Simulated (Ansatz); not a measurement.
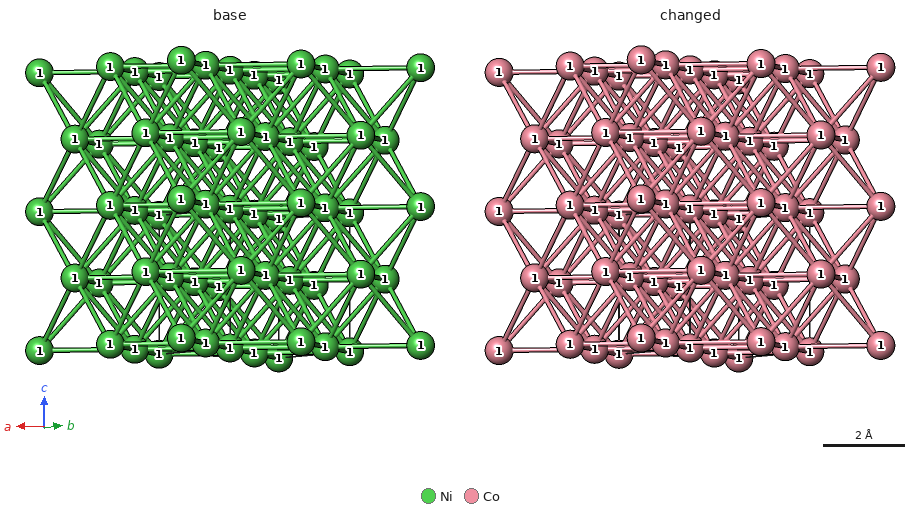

Left: solid Ni (set up in Fm-3m). Right: the same structure after one change, at the same scale. A ball-and-stick model of the conventional cell (4 times the calculation's cell), repeated 2 × 2 × 2 with one cell outlined, seen from a free direction. Lengths and directions refer to the drawn axes.

The calculation used DFT PBEsol, scalar-relativistic, plane waves, PAW in Ansatz 0.2.0. Set-up: plane-wave cutoff 420 eV; k-point mesh 20 × 20 × 20; occupations gaussian; smearing width 0.1 eV; collinear spin.

Which change leads from the left to the right?

Every nickel atom is replaced by cobalt, which gives Co. Cell and atoms are relaxed again (to zero pressure within 0.1 GPa, forces under 0.01 eV/Å).

And its effect?

The volume per atom goes from 10.38 to 10.43 Å³. The absolute magnetisation per cell goes from 0.71 to 1.75 μB (net moment 0.63 and 1.62 μB). The volume changes by +0.4 %, with a = b = c 3.463 → 3.468 Å (+0.1 %). The space group stays Fm-3m (No. 225).
